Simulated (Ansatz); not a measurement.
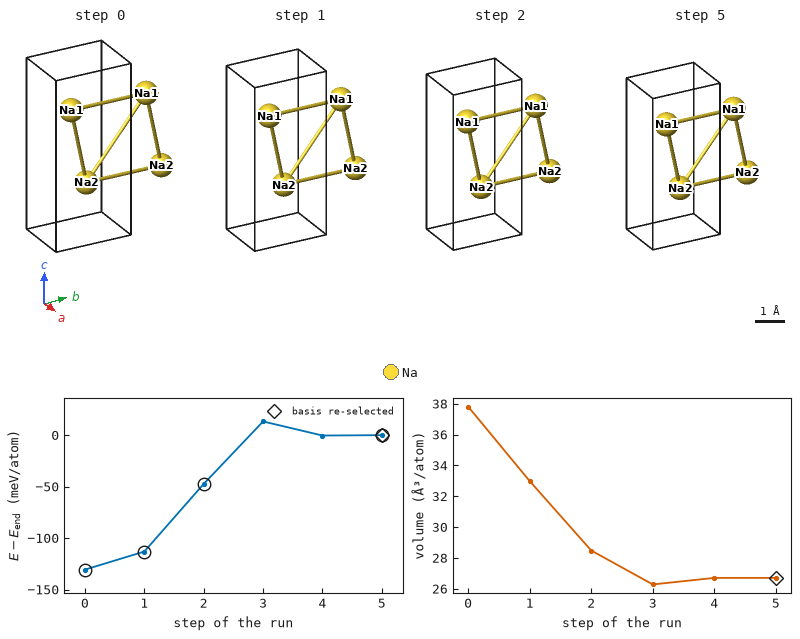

Frames of a relaxation of a crystal of Na (set up in P6_3/mmc), marked on the history of the run. A ball-and-stick model of the cell of the calculation, repeated 1 × 2 × 1 with one cell outlined, seen slightly off an axis.

The run lets cell and atoms move.

Theory: Ansatz 0.2.0, Kohn-Sham DFT of a periodic cell, r2SCAN, Ansatz PAW.

The input:
```yaml
crystal:
  lattice:
    - [3.767, 0.0, 0.0]
    - [-1.8835, 3.2623176961, 0.0]
    - [0.0, 0.0, 6.154]
  atoms:
    - { symbol: Na, position: [0.6666666667, 0.3333333333, 0.75] }
    - { symbol: Na, position: [0.3333333333, 0.6666666667, 0.25] }
hamiltonian:
  xc: r2scan
  pseudopotentials: { kind: paw }
kpoints:
  mp_grid: { grid: [8, 8, 5] }
scf:
  occupations: { method: fermi_dirac, width: 0.05 }
output:
  forces: true
  stress: true
  eigenvalues: true
relax:
  f_tol: 0.01
  max_steps: 40
  cell: { stress_tol: 0.05, p_target: 5.0 }
```

Command:
```bash
ansatz run input.yaml --threads 2 --pin off --max-ram 5632MiB --backend cpu --events-out ev --progress --plain --runs-dir out
```

What happens along the run?

Answer. The energy rises by 131 meV per atom in 4 accepted moves (5 points after the start). With the target pressure of 5 GPa, the enthalpy E + pV changes by −216 meV per atom. All forces vanish by symmetry, so only the cell relaxes. Pressure: −0.01 GPa at the start and 4.98 GPa at the end. At 1 point the geometry stayed and the basis and grid were re-selected for the new cell (energy shift of 0.4 meV per atom at most each time). No atom moves by more than 0.005 Å relative to the cell. The drawn cell changes as follows: a = b 3.767 → 3.371 Å (−10.5 %), c 6.154 → 5.427 Å (−11.8 %); the volume changes by −29.4 %. Among the contacts that change: Na1–Na2 3.768 → 3.339 Å, Na1–Na1 3.767 → 3.371 Å. The space group stays P6_3/mmc (No. 194). From step 0 to 1: volume −12.8 %, energy +17.6 meV per atom. From step 1 to 2: volume −13.7 %, energy +65.7 meV per atom. From step 2 to 5: volume −6.2 %, energy +47.4 meV per atom.
